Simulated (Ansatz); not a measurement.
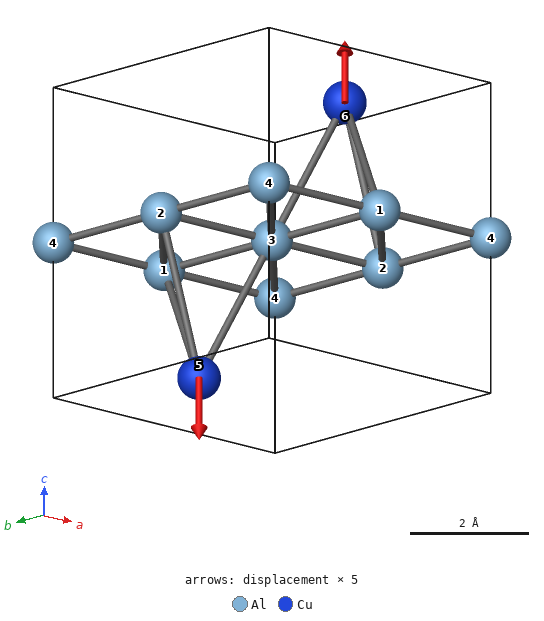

This is a relaxation of a crystal of Al$_{2}$Cu (a generated structure, set up in P-3m1) (coarse preliminary run). The starting structure is drawn; red arrows show the displacements (the part carried along by the change of the cell is left out), magnified 5 times.

A ball-and-stick model of the cell of the calculation, seen from a free direction.

All numbers below come from DFT PBE, scalar-relativistic, plane waves, PAW in Ansatz. Settings: plane-wave cutoff 420 eV; k-point mesh 6 × 6 × 4; occupations gaussian; smearing width 0.1 eV; no spin polarisation; cell and atoms relaxed; force threshold 0.04 eV/Å; at most 70 steps.

### Which element moves most?

Copper: up to 0.24 Å, against 0.00 Å for aluminium.

### What happened in the run?

The largest moves relative to the cell, 0.24 Å, are those of Cu5 and Cu6. Cu6 goes along +c. Al stays in place. The drawn cell changes as follows: a = b 4.290 → 5.448 Å (+27.0 %), c 5.929 → 4.043 Å (−31.8 %); the volume changes by +10.0 %. Some distances before and after: Al1–Cu5 3.538 → 2.562 Å, Al1–Al2 2.145 → 2.724 Å, Cu5–Cu6 2.574 → 3.145 Å, Al1–Cu5 (another image) 2.893 → 2.560 Å. Bond angles that change, for instance: Al1–Cu5–Cu6 116.9° → 107.9°, Cu6–Cu5–Cu6 112.9° → 120.0°. The space group (tolerance 0.01 Å) goes from P-3m1 (No. 164) to P6/mmm (No. 191). The energy falls by 2138 meV per atom in 12 accepted moves (14 points after the start). Largest force component: 0.27 eV/Å at the start, 0.0074 eV/Å at the end. Pressure: 55.99 GPa at the start and 0.22 GPa at the end. At 2 points the geometry stayed and the basis and grid were re-selected for the new cell (energy shift of 74.5 meV per atom at most each time).
